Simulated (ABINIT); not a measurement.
Single-point calculation of Ti (part 3 of 3)

The same run, continued: Ti (2 atoms in the cell); Kohn-Sham DFT of a periodic cell, PBE, SG15 NC PBE v1.2, no spin polarisation (ABINIT 10.8.3); cutoff 707.5 eV, 6×6×4 k-mesh, methfessel-paxton of 0.025 eV. The structure derives from an entry of the Crystallography Open Database.

Geometry of the input (Å; fractional positions):
```
2.9500  0.0000  0.0000
-1.4750  2.5548  0.0000
0.0000  0.0000  4.6800
Ti 0.6862  0.3269  0.7485
Ti 0.3380  0.6729  0.2487
```

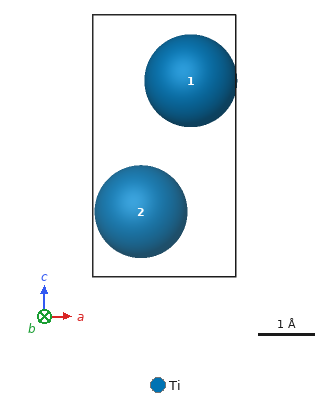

**Figure 1.** The input geometry (spheres-only view of the cell of the calculation, along the b axis; atoms are numbered from 1 in the order of the input). An atom can appear more than once, as a periodic image.

The program's output, continued
```
 -48.55373  -48.49803  -25.08103  -24.98037  -24.95620  -24.76270  -24.69324  -24.59328
   5.81186    6.09173    6.28878    7.58054    8.66067    9.02834    9.42649   11.68213
 kpt#  21, nband= 16, wtk=  0.01389, kpt=  0.0000  0.0000  0.2500 (reduced coord)
 -48.63962  -48.54820  -25.14309  -24.66496  -24.61474  -24.60373  -24.54860  -24.53586
   2.54570    5.19321    8.31752    8.79216    8.82581    8.86048    9.20572    9.27968
 kpt#  22, nband= 16, wtk=  0.01389, kpt=  0.1667  0.0000  0.2500 (reduced coord)
 -48.61709  -48.53687  -25.11013  -24.74532  -24.70467  -24.64097  -24.59149  -24.56253
   3.24711    5.78544    7.56955    8.29532    8.71151    9.17760    9.20564    9.61834
 kpt#  23, nband= 16, wtk=  0.01389, kpt=  0.3333  0.0000  0.2500 (reduced coord)
 -48.56816  -48.51762  -25.08690  -24.95153  -24.83428  -24.70589  -24.65263  -24.60204
   4.82827    6.29112    6.97902    7.72842    8.58328    9.11530    9.20755   10.65814
 kpt#  24, nband= 16, wtk=  0.01389, kpt=  0.5000  0.0000  0.2500 (reduced coord)
 -48.53799  -48.51351  -25.13887  -25.05029  -24.81935  -24.73758  -24.69884  -24.62263
   5.58911    6.05980    7.15357    7.20443    9.05256    9.10078    9.44915   11.07003
 kpt#  25, nband= 16, wtk=  0.01389, kpt= -0.3333  0.0000  0.2500 (reduced coord)
 -48.56816  -48.51762  -25.08679  -24.95201  -24.83376  -24.70589  -24.65280  -24.60201
   4.82827    6.28911    6.97936    7.73067    8.58482    9.11368    9.20755   10.63529
 kpt#  26, nband= 16, wtk=  0.01389, kpt= -0.1667  0.0000  0.2500 (reduced coord)
 -48.61709  -48.53687  -25.11013  -24.74566  -24.70417  -24.64096  -24.59168  -24.56250
   3.24710    5.78519    7.56912    8.29561    8.71290    9.17680    9.20538    9.61815
 kpt#  27, nband= 16, wtk=  0.01389, kpt=  0.0000  0.1667  0.2500 (reduced coord)
 -48.61712  -48.53684  -25.11018  -24.74499  -24.70423  -24.64140  -24.59193  -24.56234
   3.24707    5.78397    7.56845    8.29648    8.71687    9.17470    9.20501    9.63660
 kpt#  28, nband= 16, wtk=  0.01389, kpt=  0.1667  0.1667  0.2500 (reduced coord)
 -48.58070  -48.52215  -25.07308  -24.89429  -24.79160  -24.71376  -24.62595  -24.61765
   4.44782    6.51773    7.08958    7.61491    8.49771    8.90749    9.29833    9.99922
 kpt#  29, nband= 16, wtk=  0.01389, kpt=  0.3333  0.1667  0.2500 (reduced coord)
 -48.53839  -48.51313  -25.08485  -25.01688  -24.84078  -24.76041  -24.71325  -24.65593
   5.84402    6.46256    6.94466    7.52499    8.41141    8.63140    9.43307   10.67699
 kpt#  30, nband= 16, wtk=  0.01389, kpt=  0.5000  0.1667  0.2500 (reduced coord)
 -48.54047  -48.51110  -25.08362  -25.01161  -24.84508  -24.78206  -24.69288  -24.65641
   5.83778    6.44369    7.00549    7.46710    8.41682    8.65148    9.40254   10.95768
 kpt#  31, nband= 16, wtk=  0.01389, kpt= -0.3333  0.1667  0.2500 (reduced coord)
 -48.58259  -48.52034  -25.07286  -24.88637  -24.79689  -24.72575  -24.62431  -24.60925
   4.44681    6.45744    7.09361    7.62818    8.57842    8.93220    9.21061   10.12951
 kpt#  32, nband= 16, wtk=  0.01389, kpt= -0.1667  0.1667  0.2500 (reduced coord)
 -48.61783  -48.53618  -25.11136  -24.73666  -24.70526  -24.64674  -24.59885  -24.55575
   3.24655    5.76116    7.55013    8.31400    8.82070    9.15864    9.16435    9.66350
 kpt#  33, nband= 16, wtk=  0.01389, kpt=  0.0000  0.3333  0.2500 (reduced coord)
 -48.56833  -48.51747  -25.08675  -24.95102  -24.83466  -24.70633  -24.65246  -24.60199
   4.82843    6.28686    6.97628    7.72753    8.59297    9.11930    9.20753   10.65300
 kpt#  34, nband= 16, wtk=  0.01389, kpt=  0.1667  0.3333  0.2500 (reduced coord)
 -48.53860  -48.51292  -25.08475  -25.01627  -24.84149  -24.76047  -24.71390  -24.65516
   5.84457    6.46154    6.94126    7.52333    8.41004    8.64014    9.43506   10.67498
 kpt#  35, nband= 16, wtk=  0.01389, kpt=  0.3333  0.3333  0.2500 (reduced coord)
 -48.52080  -48.51366  -25.01062  -24.99461  -24.95884  -24.80675  -24.72262  -24.69953
   6.72526    6.93924    6.97761    6.98686    8.15114    8.29232    9.64480   10.72752
 kpt#  36, nband= 16, wtk=  0.01389, kpt=  0.5000  0.3333  0.2500 (reduced coord)
 -48.54411  -48.50754  -25.08468  -24.99716  -24.86973  -24.76945  -24.71040  -24.63929
   5.84478    6.46098    6.91925    7.40643    8.40868    8.81896    9.44671   10.78043
 kpt#  37, nband= 16, wtk=  0.01389, kpt= -0.3333  0.3333  0.2500 (reduced coord)
 -48.57149  -48.51442  -25.08710  -24.93653  -24.85360  -24.70829  -24.64912  -24.59719
   4.83187    6.24681    6.91175    7.67959    8.76221    9.14371    9.27312   10.68685
 kpt#  38, nband= 16, wtk=  0.01389, kpt= -0.1667  0.3333  0.2500 (reduced coord)
 -48.58268  -48.52026  -25.07280  -24.88575  -24.79690  -24.72673  -24.62388  -24.60932
   4.44678    6.45433    7.09408    7.62883    8.58319    8.93252    9.20570   10.13690
 kpt#  39, nband= 16, wtk=  0.01389, kpt=  0.0000  0.5000  0.2500 (reduced coord)
 -48.53843  -48.51308  -25.13886  -25.04900  -24.82160  -24.73798  -24.69738  -24.62265
   5.58735    6.06259    7.15459    7.19490    9.05150    9.10267    9.46148   11.06744
 kpt#  40, nband= 16, wtk=  0.01389, kpt=  0.1667  0.5000  0.2500 (reduced coord)
 -48.54074  -48.51082  -25.08362  -25.01002  -24.84725  -24.78205  -24.69333  -24.65531
   5.83747    6.44570    7.00391    7.45895    8.41657    8.66061    9.40386   10.79248
 kpt#  41, nband= 16, wtk=  0.01389, kpt=  0.3333  0.5000  0.2500 (reduced coord)
 -48.54419  -48.50746  -25.08435  -24.99717  -24.86962  -24.77117  -24.70902  -24.63935
   5.84484    6.45785    6.92304    7.40536    8.40944    8.81874    9.44504   10.75666
 kpt#  42, nband= 16, wtk=  0.01389, kpt=  0.5000  0.5000  0.2500 (reduced coord)
 -48.54552  -48.50615  -25.14022  -25.02935  -24.86000  -24.73820  -24.67950  -24.61840
   5.56041    6.11062    7.01883    7.17611    8.99506    9.18380    9.69536   11.07954
 kpt#  43, nband= 16, wtk=  0.01389, kpt= -0.3333  0.5000  0.2500 (reduced coord)
 -48.54419  -48.50747  -25.08454  -24.99677  -24.87012  -24.77046  -24.70951  -24.63929
   5.84449    6.45999    6.92245    7.40351    8.40954    8.81904    9.44532   10.77564
 kpt#  44, nband= 16, wtk=  0.01389, kpt= -0.1667  0.5000  0.2500 (reduced coord)
 -48.54074  -48.51083  -25.08350  -25.01034  -24.84671  -24.78250  -24.69291  -24.65562
   5.83776    6.44364    7.00459    7.46068    8.41730    8.66008    9.40292   10.81688
 kpt#  45, nband= 16, wtk=  0.01389, kpt=  0.0000 -0.3333  0.2500 (reduced coord)
 -48.56833  -48.51747  -25.08684  -24.95056  -24.83520  -24.70632  -24.65227  -24.60201
   4.82843    6.28887    6.97594    7.72529    8.59143    9.12086    9.20758   10.62163
 kpt#  46, nband= 16, wtk=  0.01389, kpt=  0.1667 -0.3333  0.2500 (reduced coord)
 -48.58268  -48.52025  -25.07272  -24.88583  -24.79696  -24.72682  -24.62361  -24.60943
   4.44680    6.45434    7.09400    7.62881    8.58294    8.93238    9.20608   10.15041
 kpt#  47, nband= 16, wtk=  0.01389, kpt=  0.3333 -0.3333  0.2500 (reduced coord)
 -48.57150  -48.51442  -25.08690  -24.93716  -24.85320  -24.70829  -24.64909  -24.59720
   4.83191    6.24488    6.91183    7.68188    8.76383    9.14386    9.27102   10.67269
 kpt#  48, nband= 16, wtk=  0.01389, kpt=  0.5000 -0.3333  0.2500 (reduced coord)
 -48.54411  -48.50754  -25.08450  -24.99755  -24.86925  -24.77013  -24.70989  -24.63938
   5.84513    6.45885    6.91984    7.40829    8.40851    8.81867    9.44649   10.75566
 kpt#  49, nband= 16, wtk=  0.01389, kpt= -0.3333 -0.3333  0.2500 (reduced coord)
 -48.52080  -48.51366  -25.01064  -24.99459  -24.95884  -24.80675  -24.72260  -24.69955
   6.72526    6.93926    6.97752    6.98692    8.15113    8.29232    9.64480   10.77043
 kpt#  50, nband= 16, wtk=  0.01389, kpt= -0.1667 -0.3333  0.2500 (reduced coord)
 -48.53860  -48.51292  -25.08488  -25.01598  -24.84201  -24.75991  -24.71405  -24.65521
   5.84429    6.46350    6.94055    7.52151    8.41058    8.64032    9.43488   10.67445
 kpt#  51, nband= 16, wtk=  0.01389, kpt=  0.0000 -0.1667  0.2500 (reduced coord)
 -48.61713  -48.53684  -25.11017  -24.74468  -24.70473  -24.64141  -24.59171  -24.56237
   3.24708    5.78422    7.56890    8.29618    8.71549    9.17536    9.20509    9.61892
 kpt#  52, nband= 16, wtk=  0.01389, kpt=  0.1667 -0.1667  0.2500 (reduced coord)
 -48.61783  -48.53617  -25.11132  -24.73708  -24.70497  -24.64673  -24.59875  -24.55576
   3.24656    5.76096    7.54925    8.31439    8.82245    9.15788    9.16385    9.66348
 kpt#  53, nband= 16, wtk=  0.01389, kpt=  0.3333 -0.1667  0.2500 (reduced coord)
 -48.58259  -48.52034  -25.07280  -24.88643  -24.79694  -24.72584  -24.62402  -24.60939
   4.44684    6.45744    7.09353    7.62816    8.57816    8.93204    9.21103   10.12921
 kpt#  54, nband= 16, wtk=  0.01389, kpt=  0.5000 -0.1667  0.2500 (reduced coord)
 -48.54047  -48.51109  -25.08375  -25.01129  -24.84558  -24.78161  -24.69332  -24.65609
   5.83749    6.44573    7.00481    7.46537    8.41609    8.65201    9.40346   10.82872
 kpt#  55, nband= 16, wtk=  0.01389, kpt= -0.3333 -0.1667  0.2500 (reduced coord)
 -48.53839  -48.51313  -25.08470  -25.01718  -24.84026  -24.76100  -24.71309  -24.65587
   5.84429    6.46061    6.94537    7.52682    8.41093    8.63119    9.43321   10.67476
 kpt#  56, nband= 16, wtk=  0.01389, kpt= -0.1667 -0.1667  0.2500 (reduced coord)
 -48.58070  -48.52215  -25.07306  -24.89431  -24.79162  -24.71375  -24.62595  -24.61764
   4.44782    6.51773    7.08958    7.61491    8.49772    8.90750    9.29831    9.99834
 kpt#  57, nband= 16, wtk=  0.00694, kpt=  0.0000  0.0000  0.5000 (reduced coord)
 -48.59438  -48.59389  -24.90806  -24.90638  -24.57655  -24.57622  -24.57561  -24.57517
   3.86885    3.86964    8.28106    8.28847    8.87430    8.87447    8.91832    8.91877
 kpt#  58, nband= 16, wtk=  0.01389, kpt=  0.1667  0.0000  0.5000 (reduced coord)
 -48.57738  -48.57695  -24.93382  -24.93262  -24.64510  -24.64488  -24.60174  -24.60131
   4.47746    4.47798    7.90945    7.91439    8.73232    8.73320    9.26924    9.26995
 kpt#  59, nband= 16, wtk=  0.01389, kpt=  0.3333  0.0000  0.5000 (reduced coord)
 -48.54305  -48.54277  -25.05794  -25.05768  -24.70719  -24.70680  -24.65183  -24.65126
   5.48599    5.48661    7.55562    7.55854    8.73856    8.74036    9.85052    9.85409
 kpt#  60, nband= 16, wtk=  0.00694, kpt=  0.5000  0.0000  0.5000 (reduced coord)
 -48.52578  -48.52561  -25.14470  -25.14460  -24.71336  -24.71323  -24.67472  -24.67410
   5.67913    5.68009    7.41824    7.42143    9.47540    9.47556    9.94661    9.95134
 kpt#  61, nband= 16, wtk=  0.01389, kpt=  0.0000  0.1667  0.5000 (reduced coord)
 -48.57738  -48.57695  -24.93350  -24.93229  -24.64531  -24.64508  -24.60186  -24.60142
   4.47722    4.47774    7.91047    7.91540    8.73144    8.73229    9.27161    9.27232
 kpt#  62, nband= 16, wtk=  0.01389, kpt=  0.1667  0.1667  0.5000 (reduced coord)
 -48.55166  -48.55133  -25.00965  -25.00914  -24.70163  -24.70097  -24.64775  -24.64766
   5.38674    5.38688    7.65084    7.65307    8.34463    8.34582    9.70933    9.71152
 kpt#  63, nband= 16, wtk=  0.01389, kpt=  0.3333  0.1667  0.5000 (reduced coord)
 -48.52582  -48.52566  -25.09885  -25.09870  -24.77682  -24.77624  -24.65941  -24.65937
   6.05921    6.06010    7.59486    7.59742    8.34752    8.34824    9.88717    9.89134
 kpt#  64, nband= 16, wtk=  0.01389, kpt=  0.5000  0.1667  0.5000 (reduced coord)
 -48.52586  -48.52568  -25.09249  -25.09236  -24.78585  -24.78530  -24.65684  -24.65650
   6.04769    6.04857    7.65862    7.66140    8.30249    8.30377    9.89352    9.89767
 kpt#  65, nband= 16, wtk=  0.01389, kpt= -0.3333  0.1667  0.5000 (reduced coord)
 -48.55172  -48.55138  -24.99637  -24.99582  -24.72295  -24.72238  -24.63973  -24.63941
   5.37526    5.37549    7.67120    7.67359    8.40072    8.40153    9.68407    9.68655
 kpt#  66, nband= 16, wtk=  0.01389, kpt= -0.1667  0.1667  0.5000 (reduced coord)
 -48.57741  -48.57697  -24.92763  -24.92639  -24.65132  -24.65125  -24.60165  -24.60115
   4.47262    4.47315    7.93688    7.94174    8.72438    8.72512    9.29814    9.29896
 kpt#  67, nband= 16, wtk=  0.01389, kpt=  0.0000  0.3333  0.5000 (reduced coord)
 -48.54306  -48.54277  -25.05709  -25.05682  -24.70807  -24.70768  -24.65180  -24.65122
   5.48677    5.48740    7.55246    7.55537    8.74273    8.74449    9.85167    9.85525
 kpt#  68, nband= 16, wtk=  0.01389, kpt=  0.1667  0.3333  0.5000 (reduced coord)
 -48.52583  -48.52566  -25.09823  -25.09810  -24.77741  -24.77683  -24.65944  -24.65940
   6.06126    6.06217    7.58968    7.59222    8.35061    8.35129    9.88771    9.89188
 kpt#  69, nband= 16, wtk=  0.01389, kpt=  0.3333  0.3333  0.5000 (reduced coord)
 -48.51722  -48.51712  -25.05942  -25.05938  -24.88380  -24.88303  -24.65224  -24.65207
   6.97235    6.97600    7.14347    7.14389    7.98009    7.98038    9.87078    9.87568
 kpt#  70, nband= 16, wtk=  0.01389, kpt=  0.5000  0.3333  0.5000 (reduced coord)
 -48.52594  -48.52572  -25.08116  -25.08097  -24.79508  -24.79466  -24.65879  -24.65858
   6.09081    6.09187    7.57176    7.57426    8.34899    8.34979    9.90007    9.90403
 kpt#  71, nband= 16, wtk=  0.01389, kpt= -0.3333  0.3333  0.5000 (reduced coord)
 -48.54316  -48.54284  -25.04218  -25.04190  -24.72151  -24.72094  -24.65329  -24.65270
   5.50362    5.50433    7.50695    7.50984    8.83106    8.83234    9.84203    9.84597
 kpt#  72, nband= 16, wtk=  0.01389, kpt= -0.1667  0.3333  0.5000 (reduced coord)
 -48.55172  -48.55138  -24.99557  -24.99502  -24.72404  -24.72345  -24.63944  -24.63913
   5.37469    5.37492    7.67168    7.67406    8.40358    8.40437    9.68317    9.68568
 kpt#  73, nband= 16, wtk=  0.00694, kpt=  0.0000  0.5000  0.5000 (reduced coord)
 -48.52578  -48.52562  -25.14374  -25.14367  -24.71450  -24.71438  -24.67451  -24.67390
   5.68158    5.68254    7.41486    7.41803    9.47384    9.47399    9.94781    9.95478
 kpt#  74, nband= 16, wtk=  0.01389, kpt=  0.1667  0.5000  0.5000 (reduced coord)
 -48.52587  -48.52568  -25.09147  -25.09134  -24.78698  -24.78641  -24.65673  -24.65640
   6.04912    6.05001    7.65644    7.65921    8.30304    8.30433    9.89489    9.89903
 kpt#  75, nband= 16, wtk=  0.01389, kpt=  0.3333  0.5000  0.5000 (reduced coord)
 -48.52594  -48.52572  -25.08075  -25.08055  -24.79564  -24.79520  -24.65864  -24.65845
   6.09018    6.09124    7.57489    7.57740    8.34634    8.34718    9.90087    9.90483
 kpt#  76, nband= 16, wtk=  0.00694, kpt=  0.5000  0.5000  0.5000 (reduced coord)
 -48.52593  -48.52569  -25.12772  -25.12749  -24.72634  -24.72578  -24.67891  -24.67827
   5.73421    5.73525    7.36254    7.36575    9.47282    9.47361    9.90886    9.91402
 Total charge density [el/Bohr^3]
)     Maximum=    1.2141E+00  at reduced coord.    0.5556    0.2593    0.7556
)Next maximum=    1.2134E+00  at reduced coord.    0.7407    0.2593    0.7556
)     Minimum=    2.1536E-02  at reduced coord.    0.0000    0.0000    0.2444
)Next minimum=    2.1560E-02  at reduced coord.    0.0000    0.0000    0.7556
   Integrated=    2.4000E+01

--- !EnergyTerms
iteration_state     : {dtset: 1, }
comment             : Components of total free energy in Hartree
kinetic             :  4.37493981439635E+01
hartree             :  2.35035019705845E+01
xc                  : -1.43000216774745E+01
Ewald energy        : -8.45376891234073E+01
psp_core            :  4.50579121039323E+00
local_psp           : -7.72572850130503E+01
non_local_psp       : -1.10496843041303E+01
internal            : -1.15385988793121E+02
'-kT*entropy'       : -2.93569582974668E-05
total_energy        : -1.15386018150079E+02
total_energy_eV     : -3.13981350726758E+03
band_energy         : -1.61624885566545E+01
...

 Cartesian components of stress tensor (hartree/bohr^3)
  sigma(1 1)=  8.12242843E-05  sigma(3 2)= -1.01163147E-07
  sigma(2 2)=  4.62518746E-05  sigma(3 1)=  2.00713596E-07
  sigma(3 3)=  3.65967633E-05  sigma(2 1)= -3.45061978E-05

-Cartesian components of stress tensor (GPa)         [Pressure= -1.6091E+00 GPa]
- sigma(1 1)=  2.38970095E+00  sigma(3 2)= -2.97632255E-03
- sigma(2 2)=  1.36077713E+00  sigma(3 1)=  5.90519786E-03
- sigma(3 3)=  1.07671395E+00  sigma(2 1)= -1.01520739E+00

== END DATASET(S) ==============================================================
================================================================================

 -outvars: echo values of variables after computation  --------
            acell      5.5746920676E+00  5.5746920677E+00  8.8439182632E+00 Bohr
           etotal     -1.1538601815E+02
            fcart     -1.8109323409E-03  9.4077000913E-04 -1.8304999829E-05
                       1.8109323409E-03 -9.4077000913E-04  1.8304999829E-05
            rprim      1.0000000000E+00  0.0000000000E+00  0.0000000000E+00
                      -5.0000000000E-01  8.6602540380E-01  0.0000000000E+00
                       0.0000000000E+00  0.0000000000E+00  1.0000000000E+00
           strten      8.1224284299E-05  4.6251874578E-05  3.6596763328E-05
                      -1.0116314725E-07  2.0071359566E-07 -3.4506197816E-05
           xangst      1.5420298989E+00  8.3510483222E-01  3.5029191576E+00
                       4.4810499791E-03  1.7191284950E+00  1.1640563992E+00
             xred      6.8616200000E-01  3.2688000000E-01  7.4848700000E-01
                       3.3797300000E-01  6.7290800000E-01  2.4873000000E-01
 Calculation completed.
```

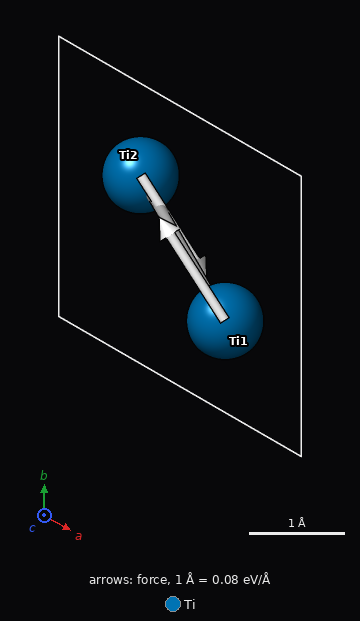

**Figure 2.** Forces on the atoms as white arrows (ball-and-stick view of the cell of the calculation, along the c axis; atoms are numbered from 1 in the order of the input). The largest act on Ti1, Ti2 (0.10 eV/Å). The geometry is not a stationary point of this energy.

Key numbers

- outcome: converged
- space group (tolerance 0.01 Å): Cmcm (63)
- electrons treated: 24
- free energy: −3139.8135 eV
- Fermi energy: 8.298 eV
- gap on the k-point mesh: none (metallic)
- pressure: −1.61 GPa
- largest force (length of the vector): 0.105 eV/Å
- hardware: 1 thread of Arm Neoverse V1, 24 GiB of memory available, shared host
- wall time: 71 s
- peak memory: 0.08 GiB
